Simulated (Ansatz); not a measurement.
## Run report: SiC, geometry relaxation (part 1 of 3)

The run: geometry relaxation of SiC (slab, 20 atoms in the cell). Method and program: DFT r2SCAN, scalar-relativistic, plane waves, PAW, no spin polarisation (Ansatz 0.2.0).

The structure derives from an entry of the Crystallography Open Database. The input holds or restrains some coordinates. Forces given for the steps count only the free coordinates. It belongs to a series of runs on one base structure; here: upper atoms moved at random (sigma 0.25 Å), then relaxed.

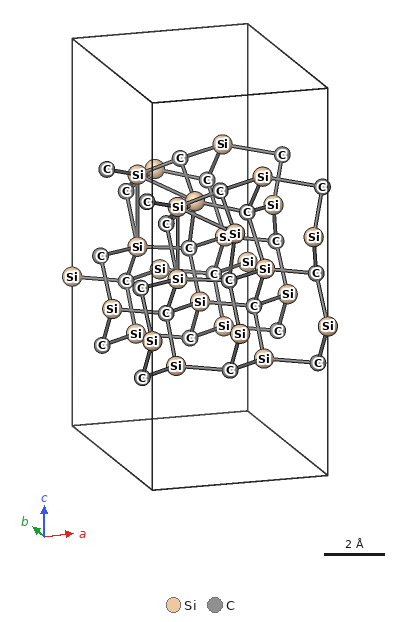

**Figure 1.** The structure as given in the input (ball-and-stick view of the 1 × 2 repeat of the cell, with the vacuum cut short, seen slightly off an axis). An atom can appear more than once, as a periodic image.

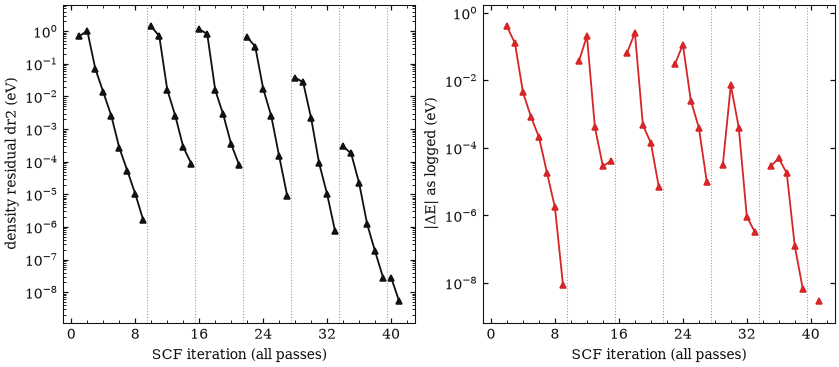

**Figure 2.** Convergence of the self-consistent field: density residual dr2 and size of the energy change against the SCF iteration. Dotted lines part the SCF passes that the log prints in full.

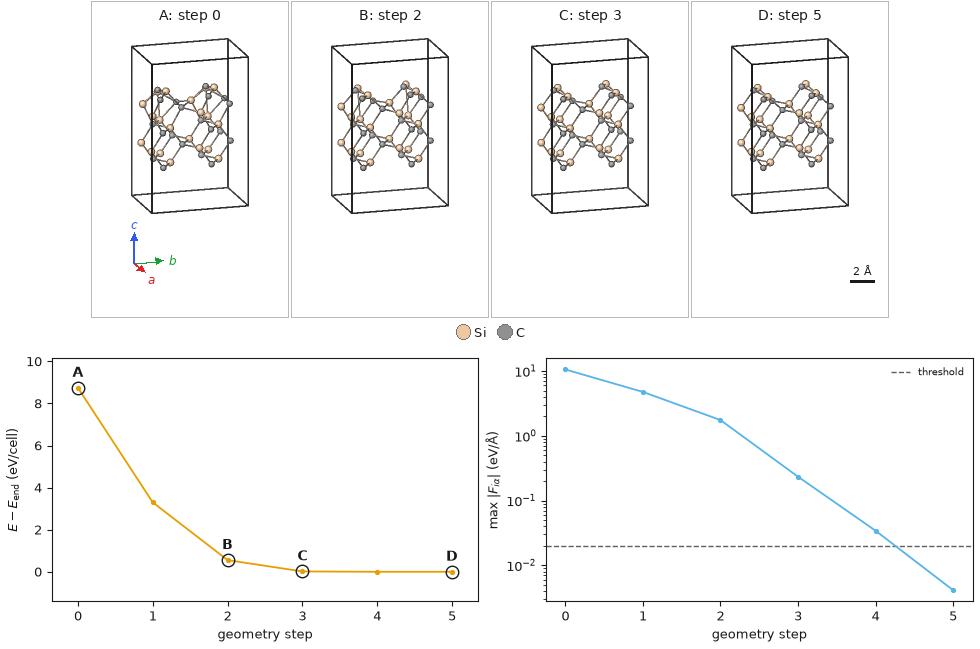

**Figure 3.** Frames of the restrained relaxation (ball-and-stick view of the 1 × 2 repeat of the cell, with the vacuum cut short (origin shifted), seen slightly off an axis) above the curves, on which the letters mark them (the first geometry is step 0 here and step 1 in the log).

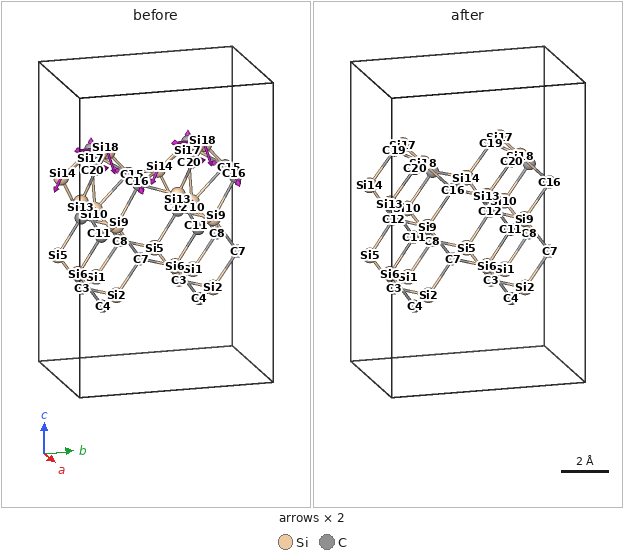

**Figure 4.** Before (left) and after (right) the restrained relaxation, at one scale (ball-and-stick view of the 1 × 2 repeat of the cell, with the vacuum cut short (origin shifted), seen slightly off an axis). The pink arrows give the displacements, magnified 2 times. Si18 moves most: 0.52 Å. Largest moves by element: Si 0.52 Å, C 0.48 Å. The lattice vectors keep their values. Among the contacts that change: Si13–C15 2.305 → 1.874 Å, Si14–Si17 2.357 → 2.786 Å, Si10–Si17 2.550 → 2.862 Å, C16–Si18 2.141 → 1.849 Å. Among the angles that change: Si17–C19–Si18 151.9° → 120.7°, C16–Si18–C19 87.2° → 115.8°, Si10–C15–Si17 77.5° → 98.3°. After 5 geometry steps the energy has fallen by 8.741 eV per cell of the calculation. The largest force component goes from 11 to 0.0041 eV/Å. (Atoms are counted from 1 in the order of the input.)

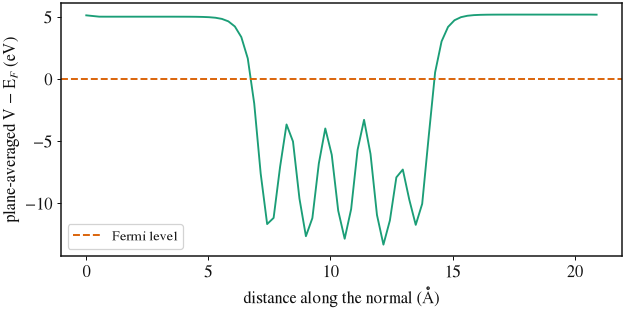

**Figure 5.** Plane average of the electrostatic potential energy of an electron across the cell, from the Fermi level. The vacuum level lies 5.20 eV above the Fermi level on the upper side and 5.03 eV on the lower.

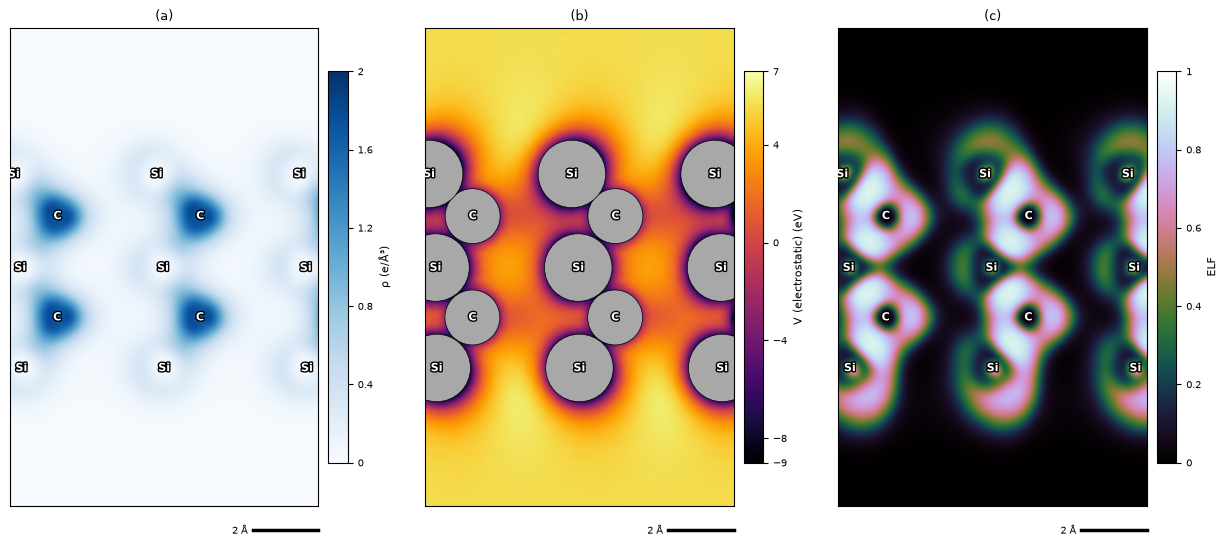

**Figure 6.** (a) valence electron density; (b) electrostatic potential energy of an electron; (c) ELF on the (100) plane of the calculation cell, a cut from vacuum to vacuum. Grey discs, where drawn, cover atomic cores. Si–C (1.85 Å): ρ is about 0.94 e/Å³ halfway; the ELF peaks at about 0.90 between the atoms, as expected for localised, shared-pair bonding. Si–C (1.94 Å): ρ is about 0.81 e/Å³ halfway; the ELF peaks at about 0.90 between the atoms (localised, shared-pair bonding). The density dies away to nearly zero in the vacuum. The fields are those of the smooth PAW valence density.

These pictures come from the run below.

## The input
```yaml
crystal:
  lattice:
    - [6.1607243544, 0.0, 0.0]
    - [0.0, 4.356289968, 0.0]
    - [0.0, 0.0, 21.1607243544]
  atoms:
    - { symbol: Si, position: [0.25, 0.5, 0.3544302111] }
    - { symbol: Si, position: [0.75, 0.5, 0.3544302111] }
    - { symbol: C, position: [0.5, 0.25, 0.3544302111] }
    - { symbol: C, position: [0.0, 0.25, 0.3544302111] }
    - { symbol: Si, position: [0.5, 0.0, 0.4272151056] }
    - { symbol: Si, position: [0.0, 0.0, 0.4272151056] }
    - { symbol: C, position: [0.75, 0.75, 0.4272151056] }
    - { symbol: C, position: [0.25, 0.75, 0.4272151056] }
    - { symbol: Si, position: [0.7556635309, 0.4955582672, 0.5012380403] }
    - { symbol: Si, position: [0.2554841659, 0.4873204432, 0.4970373058] }
    - { symbol: C, position: [-0.0111122428, 0.2434208065, 0.5014404466] }
    - { symbol: C, position: [0.4926176655, 0.2425390748, 0.5019673653] }
    - { symbol: Si, position: [-0.0682034398, 0.0568368235, 0.5718438799] }
    - { symbol: Si, position: [0.4808054811, 0.0410141551, 0.5895183594] }
    - { symbol: C, position: [0.268261002, 0.8257915991, 0.5694945721] }
    - { symbol: C, position: [0.7115966156, 0.7468007468, 0.5814407379] }
    - { symbol: Si, position: [0.24665919, 0.4471275054, 0.6172503642] }
    - { symbol: Si, position: [0.7240773666, 0.4186208468, 0.6566730024] }
    - { symbol: C, position: [0.4677414544, 0.3536034299, 0.6432672415] }
    - { symbol: C, position: [0.0108666558, 0.1829263011, 0.6454055738] }
basis:
  ecutwfc: 500
kpoints:
  mp_grid: { grid: [5, 6, 1] }
hamiltonian:
  xc: r2scan
scf:
  occupations: { method: gaussian, width: 0.05 }
output:
  forces: true
  eigenvalues: true
  write_density: true
  write_potential: true
  elf: true
  volumetric_format: npy
relax:
  adjacent_minimum: "off"
  f_tol: 0.02
  max_steps: 90
  constraints: [{ sites: [0, 1, 2, 3, 4, 5, 6, 7] }]
efield:
  axis: 3
  dipole_correction: true
  ramp_width: 0.04
```

Launch command:
```bash
ansatz run input.yaml --threads 4 --pin off --max-ram 10240MiB --backend cpu --events-out ev --progress --plain --runs-dir out
```

## Log
```
Engine: ansatz 0.2.0, x86_64-unknown-linux-gnu
Pseudopotentials: kind: paw
Pseudopotential: Si, paw, valence charge 4, recommended cutoff 500 eV (meta_gga), Si.paw.azcp
Pseudopotential: C, paw, valence charge 4, recommended cutoff 500 eV (meta_gga), C.paw.azcp
Functional definition: r2SCAN
  parameter k0 = 0.174
  parameter k1 = 0.065
  parameter a1 = 4.9479
  exchange = r2scan_x(k0 = k0, k1 = k1, a1 = a1)
  correlation = r2scan_c
Crystal: 20 atoms, lattice volume = 567.909 Å³
Basis set: ecut = 500 eV, 14397 PW (Γ), exchange–correlation on 180×128×640 points (64 copies of the dense FFT grid, shifted against one another)
Bands: 60, of which v1, the nominal top of the filled ones, is band 40 counted from 1 (39 counted from 0)
Symmetry: 1 space group operations
Space group: P1 (ITA 1), of the structure as read, at distance tolerance 8.3e-5 Å
k-points: 16 of 30 (time reversal used)
Non-local potential: Si, projectors of the file, l = 0: 2, l = 1: 2, l = 2: 2
Non-local potential: C, projectors of the file, l = 0: 2, l = 1: 2, l = 2: 1
PAW form: soft (Blöchl's): semilocal exchange-correlation on the pseudo side does not see the compensation charge
PAW frozen core: Si, regenerated for the run's functional (the file was generated under x = pbe(κ = 0.804, μ = 0.2195149727645171), c = pbe(β = 0.06672455060314922))
PAW frozen core: C, regenerated for the run's functional (the file was generated under x = pbe(κ = 0.804, μ = 0.2195149727645171), c = pbe(β = 0.06672455060314922))
PAW one-centre angular grid: Si, 302 points (default); XC on 160 Gauss nodes
PAW one-centre angular grid: C, 302 points (default); XC on 239 of its mesh's 2573 points in the sphere
Initial density: superposition of atomic densities (neutral atoms: chi_scale 0, normalization atom), corrected by the library's trained network
Initial wavefunctions: pseudopotential atomic-orbital guess
Functional: x = r2scan, c = r2scan; τ floored in thin density (d = 2e-4 eV/Å³)
SCF iter   1: F=—  HF=-8892.152112 eV  |F-HF|=—  |Δ(HF+E_count)|=         —  Δρ=8.10e-3  dr2=7.14e-1  dr2_τ=1.81e0  ethr=1.77e-3  p=0.060 e·Å  D=1.91e-2 V/Å  ΔV_dip=-0.40 eV  dr2_dipole=7.54e-2  V_vac-E_F(+/−)=4.76/5.16 eV  ⟨swp⟩=9.8  Hψ=6114  notcnv=0  defer=153
efield: sawtooth ramp at fractional position 0.9856 (placed from the atoms, in the widest stretch of the axis that holds none; the zero of the levels goes with the place), width 0.0400; the density the first Hamiltonian is built on has a dipole p = 0.060 e·Å; the dipole correction subtracts the counter field D = 1.91e-2 V/Å, which shifts the + side's vacuum level by -0.40 eV against the − side's; the planar-averaged density in the ramp window peaks in size at 2.7e-5 e/Å³
preconditioner: auto → LDOS  [metal: Δε(μ)=0.038 eV  Ē_g=11.018 eV  σ=0.050 eV  W_gap=0.36  n_scr=72 (ndim 8)  ℏωp=13.9 eV  f_vac=0.535  D(μ)=4.04/eV (n_scr^D=12)  β→1.0]
SCF iter   2: F=—  HF=-8892.549285 eV  |F-HF|=—  |Δ(HF+E_count)|=   3.97e-1  Δρ=7.39e-3  dr2=1.02e0  dr2_τ=2.51e-2  ethr=8.92e-4  p=-0.037 e·Å  D=-1.19e-2 V/Å  ΔV_dip=0.25 eV  dr2_dipole=2.12e-1  V_vac-E_F(+/−)=4.82/4.57 eV  ⟨swp⟩=3.0  Hψ=1783  notcnv=0  defer=247
SCF iter   3: F=—  HF=-8892.423642 eV  |F-HF|=—  |Δ(HF+E_count)|=   1.26e-1  Δρ=1.97e-3  dr2=7.08e-2  dr2_τ=1.06e-3  ethr=8.92e-4  p=0.047 e·Å  D=1.51e-2 V/Å  ΔV_dip=-0.32 eV  dr2_dipole=2.29e-2  V_vac-E_F(+/−)=4.80/5.11 eV  ⟨swp⟩=2.9  Hψ=1261  notcnv=0  defer=247
SCF iter   4: F=—  HF=-8892.419199 eV  |F-HF|=—  |Δ(HF+E_count)|=   4.44e-3  Δρ=7.79e-4  dr2=1.35e-2  dr2_τ=1.48e-4  ethr=8.85e-5  p=0.034 e·Å  D=1.09e-2 V/Å  ΔV_dip=-0.23 eV  dr2_dipole=4.76e-3  V_vac-E_F(+/−)=4.82/5.05 eV  ⟨swp⟩=2.6  Hψ=1318  notcnv=0  defer=247
SCF iter   5: F=—  HF=-8892.418356 eV  |F-HF|=—  |Δ(HF+E_count)|=   8.42e-4  Δρ=3.73e-4  dr2=2.56e-3  dr2_τ=3.12e-5  ethr=1.68e-5  p=0.030 e·Å  D=9.49e-3 V/Å  ΔV_dip=-0.20 eV  dr2_dipole=8.07e-4  V_vac-E_F(+/−)=4.83/5.04 eV  ⟨swp⟩=2.1  Hψ=1309  notcnv=0  defer=247
SCF iter   6: F=—  HF=-8892.418149 eV  |F-HF|=—  |Δ(HF+E_count)|=   2.08e-4  Δρ=1.54e-4  dr2=2.67e-4  dr2_τ=4.27e-6  ethr=3.19e-6  p=0.026 e·Å  D=8.21e-3 V/Å  ΔV_dip=-0.17 eV  dr2_dipole=1.90e-5  V_vac-E_F(+/−)=4.84/5.01 eV  ⟨swp⟩=2.1  Hψ=1099  notcnv=0  defer=247
SCF iter   7: F=—  HF=-8892.418130 eV  |F-HF|=—  |Δ(HF+E_count)|=   1.86e-5  Δρ=6.38e-5  dr2=5.37e-5  dr2_τ=1.16e-6  ethr=3.34e-7  p=0.025 e·Å  D=7.92e-3 V/Å  ΔV_dip=-0.17 eV  dr2_dipole=4.69e-6  V_vac-E_F(+/−)=4.84/5.01 eV  ⟨swp⟩=2.7  Hψ=1385  notcnv=0  defer=247
SCF iter   8: F=—  HF=-8892.418128 eV  |F-HF|=—  |Δ(HF+E_count)|=   1.73e-6  Δρ=2.83e-5  dr2=1.03e-5  dr2_τ=8.32e-8  ethr=6.71e-8  p=0.025 e·Å  D=7.93e-3 V/Å  ΔV_dip=-0.17 eV  dr2_dipole=1.39e-6  V_vac-E_F(+/−)=4.84/5.01 eV  ⟨swp⟩=2.2  Hψ=1224  notcnv=0  defer=247
SCF iter   9: F=-8892.418127 eV  HF=-8892.418128 eV  |F-HF|=9.82e-7  |Δ(HF+E_count)|=   8.96e-9  Δρ=1.25e-5  dr2=1.62e-6  dr2_τ=3.01e-8  ethr=1.25e-8  p=0.025 e·Å  D=7.97e-3 V/Å  ΔV_dip=-0.17 eV  dr2_dipole=3.51e-9  V_vac-E_F(+/−)=4.84/5.01 eV  ⟨swp⟩=34.0  Hψ=12613  notcnv=0
SCF 1 converged in 9 iterations: F = -8892.418127 eV  dr2 = 1.62e-6
  greatest PAW one-centre occupation: 0.724 electrons in one spin orbital (limit 2), on the C atom at site 18 (counted from 0), in its partial waves of l = 0
relax step   1: F+E_penalty+E_count = -8892.41812736 eV  Δ(F+E_penalty+E_count) = +0.000e0 eV  max|allowed force component| = 1.059e1 eV/Å  Δτ_max = 0.0000 Å  (9 SCF iters, dr2 threshold 1.00e-5 eV, accepted)
Initial density: handed on by an earlier stage of this run
Initial wavefunctions: those handed on with the density
iter 1 solved again at ethr=1.73e-3 eV; its pass at ethr=3.10e-3 eV (dr2=1.39e0 eV) is discarded
```
